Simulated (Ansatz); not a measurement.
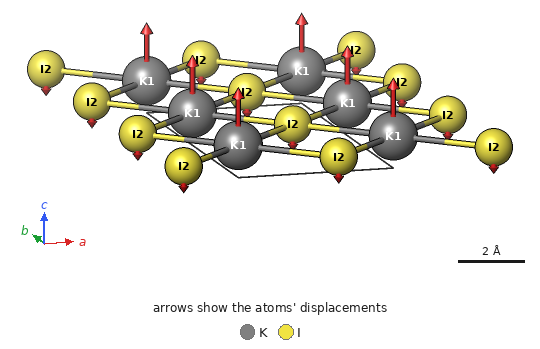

One vibrational mode of a free-standing layer of KI (a generated structure) at the zone centre. Displacements are drawn as red arrows; their common scale and sign are arbitrary. The picture is a ball-and-stick view of the 1 × 2 repeat of the cell, outlined in the plane, without the vacuum, seen slightly off an axis.

The calculation used DFT PBE, scalar-relativistic, plane waves, PAW in Ansatz 0.2.0. Set-up: plane-wave cutoff 420 eV; k-point mesh 6 × 6 × 1; occupations fixed; no spin polarisation.

Frequencies are those without the non-analytic (LO–TO) term.

Q: What mode is this, and where does it lie in the spectrum?

A: This is the B₁u mode at 58 cm⁻¹, the lowest optical level, infrared-active by symmetry. The K sublattice moves against the I sublattice, along c of the drawn cell; the I–K bond lengths don't change to first order, so for these it is a bending, tilting or sliding motion; the kinetic energy is shared as K 76 %, I 24 %.
